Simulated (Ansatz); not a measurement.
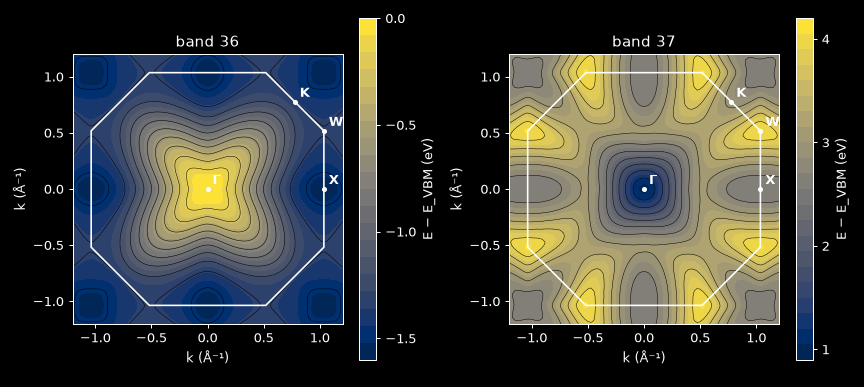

Two bands of CuI in space group F-43m over the plane through Γ, X and W: the highest mostly filled and the lowest mostly empty one.

Level of theory: DFT PBE, spin-orbit coupling, plane waves, PAW; levels and slopes on a dense k mesh at the converged density (Ansatz). Non-magnetic. Mesh 28×28×28, interpolated with the band slopes. The geometry was not relaxed.

Question: Give both levels and their distance at the named points.

Answer:
| point | lower band (eV) | upper band (eV) | distance (eV) |
| --- | --- | --- | --- |
| Γ | 0.00 | 0.97 | 0.97 |
| X | −1.56 | 2.55 | 4.11 |
| W | −1.35 | 4.07 | 5.42 |

Question: Where are the band edges of the whole zone?

Answer: The valence band has one maximum at Γ, four bands meeting there, with masses of 0.19 and 1.11 mₑ among them, each the same along x, y and z; the conduction band has one minimum at Γ, mass 0.14 mₑ in all directions. The gap is direct, 0.97 eV at this level of theory, which underestimates gaps and can reorder valleys that lie close.
